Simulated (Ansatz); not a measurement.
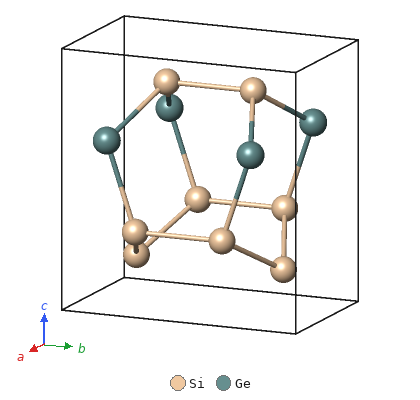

Si₃Ge, space group Pmm2 (No. 25), a = 3.897 Å, b = 6.434 Å, c = 6.752 Å, α = 90.00°, β = 90.00°, γ = 90.00°. Source: the geometry relaxed with Ansatz 0.2.0, DFT PBE, scalar-relativistic, plane waves, PAW. Forms under 0.4 % of the area are left out. Forms are taken in the Laue class: a face and its opposite count as one form.

Question: Which faces does the BFDH rule predict for this crystal?

Answer: The forms computed, by share of the surface:

| form | faces | d (Å) | share of area (%) |
| --- | --- | --- | --- |
| {001} | 2 | 6.752 | 39.5 |
| {010} | 2 | 6.434 | 37.7 |
| {100} | 2 | 3.897 | 22.8 |

Widths along a, b and c stand as 1.00 : 0.61 : 0.58.

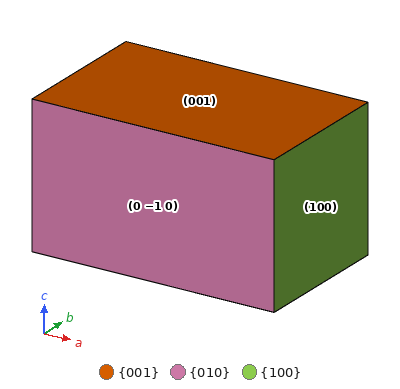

The computed shape, faces indexed. The rule is geometric and ignores bonding and growth conditions.
